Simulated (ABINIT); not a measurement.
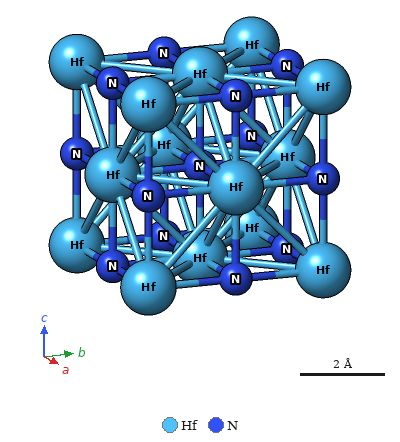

**Figure 1.** The structure as given in the input (ball-and-stick view of the cell 4 times as large as that of the calculation, set on its symmetry axes, seen slightly off an axis). Near neighbours in the crystal (not all of them lie inside the picture): Hf has 12 Hf at 3.19 Å and 6 N at 2.26 Å; N has 6 Hf at 2.26 Å.

## Run report: HfN, single-point calculation

- system: HfN (Fm-3m, 2 atoms in the cell)
- method: Kohn-Sham DFT of a periodic cell, PBE, JTH PAW PBE v2.0, no spin polarisation (ABINIT 10.8.3)

The structure derives from an entry of the Crystallography Open Database.

## The input
```
pp_dirpath "./"
pseudos "Hf.GGA_PBE-JTH.xml, N.GGA_PBE-JTH.xml"

acell 6.0291065658 6.0291065658 6.0291065658
rprim
     0.0000000000     0.7071067812     0.7071067812
     0.7071067812     0.0000000000     0.7071067812
     0.7071067812     0.7071067812     0.0000000000
ntypat 2
znucl 72 7
natom 2
typat 1 2
xred
     0.0000000000     0.0000000000     0.0000000000
     0.5000000000     0.5000000000     0.5000000000

ecut 680.284656 eV
pawecutdg 47.0

kptopt 1
ngkpt 13 13 13
nshiftk 1
shiftk 0.0 0.0 0.0

ixc 11

nband 13
occopt 3
tsmear 0.00183747

nstep 100
tolvrs 1.0e-9

iomode 3
prtwf 0
prteig 0
prtebands 0
enunit 2
prtden 1
prtvha 1
prtvclmb 1
prtpot 1
```

Run as:
```bash
abinit run.abi > log 2>&1
```

## What the program printed
```
.Version 10.8.3 of ABINIT
 Symmetries : space group Fm -3 m (#225); Bravais cF (face-center cubic)
================================================================================
 Values of the parameters that define the memory need of the present run
     intxc =       0    ionmov =       0      iscf =      17    lmnmax =      18
     lnmax =       6     mgfft =      30  mpssoang =       3    mqgrid =    3001
     natom =       2  nloc_mem =       2    nspden =       1   nspinor =       1
    nsppol =       1      nsym =      48    n1xccc =       1    ntypat =       2
    occopt =       3   xclevel =       2
       mpw =         938          nfft =       27000          nkpt =          84
 PAW method is used; the additional fine FFT grid is defined by:
   mgfftf=        40    nfftf =     64000
================================================================================
================================================================================

--------------------------------------------------------------------------------
------------- Echo of variables that govern the present computation ------------
--------------------------------------------------------------------------------
 -outvars: echo values of preprocessed input variables --------
            acell      6.0291065658E+00  6.0291065658E+00  6.0291065658E+00 Bohr
              amu      1.78490000E+02  1.40067400E+01
             ecut      2.50000000E+01 Hartree
           enunit           2
                       outvar_i_n : Printing only first  50 k-points.
              ixc          11
                       outvar_i_n : Printing only first  50 k-points.
         kptrlatt       13    0    0      0   13    0      0    0   13
          kptrlen      7.83783854E+01
            natom           2
            nband          13
            ngfft          30      30      30
          ngfftdg          40      40      40
             nkpt          84
            nstep         100
             nsym          48
           ntypat           2
                       prtocc : prtvol=0, do not print more k-points.
           occopt           3
        pawecutdg      4.70000000E+01 Hartree
         pawxcdev           0
        prtebands           0
           prteig           0
           prtpot           1
         prtvclmb           1
           prtvha           1
            prtwf           0
            rprim      0.0000000000E+00  7.0710678120E-01  7.0710678120E-01
                       7.0710678120E-01  0.0000000000E+00  7.0710678120E-01
                       7.0710678120E-01  7.0710678120E-01  0.0000000000E+00
          spgroup         225
           tolvrs      1.00000000E-09
           tsmear      1.83747000E-03 Hartree
            typat      1  2
           useylm           1
                       outvars : Printing only first  50 k-points.
           xangst      0.0000000000E+00  0.0000000000E+00  0.0000000000E+00
                       2.2559999985E+00  2.2559999985E+00  2.2559999985E+00
            xcart      0.0000000000E+00  0.0000000000E+00  0.0000000000E+00
                       4.2632221373E+00  4.2632221373E+00  4.2632221373E+00
             xred      0.0000000000E+00  0.0000000000E+00  0.0000000000E+00
                       5.0000000000E-01  5.0000000000E-01  5.0000000000E-01
            znucl       72.00000    7.00000

================================================================================

 chkinp: Checking input parameters for consistency.

================================================================================
== DATASET  1 ==================================================================

--- !DatasetInfo
iteration_state: {dtset: 1, }
dimensions: {natom: 2, nkpt: 84, mband: 13, nsppol: 1, nspinor: 1, nspden: 1, mpw: 938, }
cutoff_energies: {ecut:  25.0, pawecutdg:  47.0, }
electrons: {nelect:   1.70000000E+01, charge:   0.00000000E+00, occopt:   3.00000000E+00, tsmear:   1.83747000E-03, }
meta: {optdriver: 0, ionmov: 0, optcell: 0, iscf: 17, paral_kgb: 0, }
...

 Exchange-correlation functional for the present dataset will be:
  GGA: Perdew-Burke-Ernzerhof functional - ixc=11
  J.P.Perdew, K.Burke, M.Ernzerhof, PRL 77, 3865 (1996)

 Real(R)+Recip(G) space primitive vectors, cartesian coordinates (Bohr,Bohr^-1):
 R(1)=  0.0000000  4.2632221  4.2632221  G(1)= -0.1172822  0.1172822  0.1172822
 R(2)=  4.2632221  0.0000000  4.2632221  G(2)=  0.1172822 -0.1172822  0.1172822
 R(3)=  4.2632221  4.2632221  0.0000000  G(3)=  0.1172822  0.1172822 -0.1172822
 Unit cell volume ucvol=  1.5496866E+02 bohr^3
 Angles (23,13,12)=  6.00000000E+01  6.00000000E+01  6.00000000E+01 degrees

 Coarse grid specifications (used for wave-functions):

 getcut: wavevector=  0.0000  0.0000  0.0000  ngfft=  30  30  30
         ecut(hartree)=     25.000   => boxcut(ratio)=   2.21317

 getcut : COMMENT -
  Note that boxcut > 2.2 ; recall that boxcut=Gcut(box)/Gcut(sphere) = 2
  is sufficient for exact treatment of convolution.
  Such a large boxcut is a waste : you could raise ecut
  e.g. ecut=   30.613316 Hartrees makes boxcut=2

 Fine grid specifications (used for densities):

 getcut: wavevector=  0.0000  0.0000  0.0000  ngfft=  40  40  40
         ecut(hartree)=     47.000   => boxcut(ratio)=   2.14977

--- Pseudopotential description ------------------------------------------------
- pspini: atom type   1  psp file is ./Hf.GGA_PBE-JTH.xml
 Pseudopotential format is: paw10
 basis_size (lnmax)=  6 (lmn_size= 18), orbitals=   0   0   1   1   2   2
 Spheres core radius: rc_sph= 2.41119446
 Shapefunction is SIN type: shapef(r)=[sin(pi*r/rshp)/(pi*r/rshp)]**2
 Radius for shape functions =  2.41119446
 Compensation charge density is not taken into account in XC energy/potential

- pspini: atom type   2  psp file is ./N.GGA_PBE-JTH.xml
 Pseudopotential format is: paw10
 basis_size (lnmax)=  4 (lmn_size=  8), orbitals=   0   0   1   1
 Spheres core radius: rc_sph= 1.20497474
 Shapefunction is SIN type: shapef(r)=[sin(pi*r/rshp)/(pi*r/rshp)]**2
 Radius for shape functions =  1.00243812
 Compensation charge density is not taken into account in XC energy/potential

   1.63067352E+03                                ecore*ucvol(ha*bohr**3)
--------------------------------------------------------------------------------

================================================================================

--- !BeginCycle
iteration_state: {dtset: 1, }
solver: {iscf: 17, nstep: 100, nline: 4, wfoptalg: 10, }
tolerances: {tolvrs: 1.00E-09, }
...

     iter   Etot(hartree)      deltaE(h)  residm     nres2
 ETOT  1  -58.637183722887    -5.864E+01 4.760E+00 3.165E+00
 ETOT  2  -60.232282732340    -1.595E+00 1.227E-01 2.181E+01
 ETOT  3  -60.218141497894     1.414E-02 7.089E-02 1.410E+01
 ETOT  4  -60.190292331898     2.785E-02 2.541E-02 1.600E+00
 ETOT  5  -60.192303188438    -2.011E-03 1.025E-02 5.141E-01
 ETOT  6  -60.192102699724     2.005E-04 2.894E-03 2.900E-01
 ETOT  7  -60.191429792020     6.729E-04 1.724E-03 1.055E-02
 ETOT  8  -60.191470721149    -4.093E-05 1.103E-03 4.651E-03
 ETOT  9  -60.191468318199     2.403E-06 9.386E-04 2.217E-03
 ETOT 10  -60.191466352842     1.965E-06 5.844E-04 1.278E-03
 ETOT 11  -60.191465607597     7.452E-07 6.145E-04 5.323E-04
 ETOT 12  -60.191465137353     4.702E-07 3.855E-04 3.014E-05
 ETOT 13  -60.191465215654    -7.830E-08 3.776E-04 9.741E-05
 ETOT 14  -60.191465139988     7.567E-08 2.469E-04 1.692E-05
 ETOT 15  -60.191465153066    -1.308E-08 2.159E-04 2.942E-05
 ETOT 16  -60.191465129307     2.376E-08 1.501E-04 1.470E-06
 ETOT 17  -60.191465128854     4.535E-10 1.177E-04 8.902E-07
 ETOT 18  -60.191465128285     5.687E-10 8.708E-05 2.511E-07
 ETOT 19  -60.191465128060     2.244E-10 7.671E-05 4.684E-09
 ETOT 20  -60.191465128063    -2.814E-12 4.924E-05 6.145E-09
 ETOT 21  -60.191465128060     3.624E-12 6.333E-05 5.372E-10

 At SCF step   21       nres2   =  5.37E-10 < tolvrs=  1.00E-09 =>converged.

 Cartesian components of stress tensor (hartree/bohr^3)
  sigma(1 1)= -1.54923845E-04  sigma(3 2)=  0.00000000E+00
  sigma(2 2)= -1.54923845E-04  sigma(3 1)=  0.00000000E+00
  sigma(3 3)= -1.54923845E-04  sigma(2 1)=  0.00000000E+00

--- !ResultsGS
iteration_state: {dtset: 1, }
comment   : Summary of ground state results
lattice_vectors:
- [  0.0000000,   4.2632221,   4.2632221, ]
- [  4.2632221,   0.0000000,   4.2632221, ]
- [  4.2632221,   4.2632221,   0.0000000, ]
lattice_lengths: [   6.02911,    6.02911,    6.02911, ]
lattice_angles: [ 60.000,  60.000,  60.000, ] # degrees, (23, 13, 12)
lattice_volume:   1.5496866E+02
convergence: {deltae:  3.624E-12, res2:  5.372E-10, residm:  6.333E-05, diffor: null, }
etotal    :  -6.01914651E+01
entropy   :   0.00000000E+00
fermie    :   9.26397402E-02
cartesian_stress_tensor: # hartree/bohr^3
- [ -1.54923845E-04,   0.00000000E+00,   0.00000000E+00, ]
- [  0.00000000E+00,  -1.54923845E-04,   0.00000000E+00, ]
- [  0.00000000E+00,   0.00000000E+00,  -1.54923845E-04, ]
pressure_GPa:   4.5580E+00
xred      :
- [  0.0000E+00,   0.0000E+00,   0.0000E+00, Hf]
- [  5.0000E-01,   5.0000E-01,   5.0000E-01,  N]
cartesian_forces: # hartree/bohr
- [ -0.00000000E+00,  -0.00000000E+00,  -0.00000000E+00, ]
- [ -0.00000000E+00,  -0.00000000E+00,  -0.00000000E+00, ]
force_length_stats: {min:   0.00000000E+00, max:   0.00000000E+00, mean:   0.00000000E+00, }
...

 Integrated electronic density in atomic spheres:
 ------------------------------------------------
 Atom  Sphere_radius  Integrated_density
    1        2.41119          9.68317945
    2        1.20497          2.57720387

================================================================================

 ----iterations are completed or convergence reached----

 Mean square residual over all n,k,spin=   11.314E-08; max=  63.334E-06
 reduced coordinates (array xred) for    2 atoms
       0.000000000000      0.000000000000      0.000000000000
       0.500000000000      0.500000000000      0.500000000000
 rms dE/dt=  0.0000E+00; max dE/dt=  0.0000E+00; dE/dt below (all hartree)
    1       0.000000000000      0.000000000000      0.000000000000
    2       0.000000000000      0.000000000000      0.000000000000

 cartesian coordinates (angstrom) at end:
    1      0.00000000000000     0.00000000000000     0.00000000000000
    2      2.25599999852183     2.25599999852183     2.25599999852183

 cartesian forces (hartree/bohr) at end:
    1     -0.00000000000000    -0.00000000000000    -0.00000000000000
    2     -0.00000000000000    -0.00000000000000    -0.00000000000000
 frms,max,avg= 0.0000000E+00 0.0000000E+00   0.000E+00  0.000E+00  0.000E+00 h/b

 cartesian forces (eV/Angstrom) at end:
    1     -0.00000000000000    -0.00000000000000    -0.00000000000000
    2     -0.00000000000000    -0.00000000000000    -0.00000000000000
 frms,max,avg= 0.0000000E+00 0.0000000E+00   0.000E+00  0.000E+00  0.000E+00 e/A
 length scales=  6.029106565800  6.029106565800  6.029106565800 bohr
              =  3.190465794563  3.190465794563  3.190465794563 angstroms
 Fermi (or HOMO) energy (hartree) =   0.09264   Average Vxc (hartree)=  -0.47339
 Eigenvalues (hartree) for nkpt=  84  k points:
 kpt#   1, nband= 13, wtk=  0.00046, kpt=  0.0000  0.0000  0.0000 (reduced coord)
  -2.21487   -1.05296   -1.05296   -1.05296   -0.55378   -0.02099   -0.02099   -0.02099
   0.07764    0.07764    0.07764    0.15756    0.16335
      occupation numbers for kpt#   1
   2.00000    2.00000    2.00000    2.00000    2.00000    2.00000    2.00000    2.00000
   1.99943    1.99943    1.99943    0.00000    0.00000
 prteigrs : prtvol=0 or 1, do not print more k-points.

 Fermi (or HOMO) energy (eV) =   2.52086   Average Vxc (eV)= -12.88168
 Eigenvalues (   eV  ) for nkpt=  84  k points:
 kpt#   1, nband= 13, wtk=  0.00046, kpt=  0.0000  0.0000  0.0000 (reduced coord)
 -60.26959  -28.65252  -28.65252  -28.65252  -15.06899   -0.57122   -0.57122   -0.57122
   2.11276    2.11276    2.11276    4.28745    4.44500
 prteigrs : prtvol=0 or 1, do not print more k-points.

--- !EnergyTerms
iteration_state     : {dtset: 1, }
comment             : Components of total free energy in Hartree
kinetic             :  1.13992293287645E+01
hartree             :  6.06134210804564E+00
xc                  : -1.18201259314546E+01
Ewald energy        : -5.31059376893099E+01
psp_core            :  1.05226017873103E+01
local_psp           : -4.40176951841467E+00
PAW spherical_terms : -1.88466195849888E+01
internal            : -6.01912795000474E+01
'-kT*entropy'       : -1.89835133401250E-04
total_energy        : -6.01914693351808E+01
total_energy_eV     : -1.63789332079273E+03
...

--- !EnergyTermsDC
iteration_state     : {dtset: 1, }
comment             : '"Double-counting" decomposition of free energy'
band_energy         : -1.24990163019026E+01
Ewald energy        : -5.31059376893099E+01
psp_core            :  1.05226017873103E+01
xc_dc               : -1.06496325120807E+01
PAW spherical_terms :  5.54070942305662E+00
internal            : -6.01912752929262E+01
'-kT*entropy'       : -1.89835133401250E-04
total_energy_dc     : -6.01914651280596E+01
total_energy_dc_eV  : -1.63789320631113E+03
...

--- !EnergyTermsWithPAWCore
iteration_state     : {dtset: 1, }
comment             : 'Components of total free energy, including PAW core contributions'
Total energy        : -1.51333731551509E+04
Total energy DC     : -1.51333731509438E+04
Total energy (eV)   : -4.11800062129372E+05
Total energy DC (eV): -4.11800062014890E+05
...

 Cartesian components of stress tensor (hartree/bohr^3)
  sigma(1 1)= -1.54923845E-04  sigma(3 2)=  0.00000000E+00
  sigma(2 2)= -1.54923845E-04  sigma(3 1)=  0.00000000E+00
  sigma(3 3)= -1.54923845E-04  sigma(2 1)=  0.00000000E+00

-Cartesian components of stress tensor (GPa)         [Pressure=  4.5580E+00 GPa]
- sigma(1 1)= -4.55801688E+00  sigma(3 2)=  0.00000000E+00
- sigma(2 2)= -4.55801688E+00  sigma(3 1)=  0.00000000E+00
- sigma(3 3)= -4.55801688E+00  sigma(2 1)=  0.00000000E+00

== END DATASET(S) ==============================================================
================================================================================

 -outvars: echo values of variables after computation  --------
            acell      6.0291065658E+00  6.0291065658E+00  6.0291065658E+00 Bohr
           etotal     -6.0191465128E+01
            fcart     -0.0000000000E+00 -0.0000000000E+00 -0.0000000000E+00
                      -0.0000000000E+00 -0.0000000000E+00 -0.0000000000E+00
            rprim      0.0000000000E+00  7.0710678120E-01  7.0710678120E-01
                       7.0710678120E-01  0.0000000000E+00  7.0710678120E-01
                       7.0710678120E-01  7.0710678120E-01  0.0000000000E+00
           strten     -1.5492384493E-04 -1.5492384493E-04 -1.5492384493E-04
                       0.0000000000E+00  0.0000000000E+00  0.0000000000E+00
           xangst      0.0000000000E+00  0.0000000000E+00  0.0000000000E+00
                       2.2559999985E+00  2.2559999985E+00  2.2559999985E+00
             xred      0.0000000000E+00  0.0000000000E+00  0.0000000000E+00
                       5.0000000000E-01  5.0000000000E-01  5.0000000000E-01
 Calculation completed.
```

## Summary

```tsv
quantity	value
outcome	converged
space group (tolerance 0.01 Å)	Fm-3m (225)
electrons treated	17
free energy	−1637.8932 eV
Fermi energy	2.521 eV
gap on the k-point mesh	none (metallic)
pressure	4.56 GPa
largest force (length of the vector)	under 0.001 eV/Å
hardware	1 thread of Arm Neoverse V1, 24 GiB of memory available, shared host
wall time	64 s
peak memory	0.15 GiB
```

Spin–orbit coupling is left out, which matters for Hf. The cell holds an odd number of electrons but the run has no spin polarisation, so it comes out as a metal.
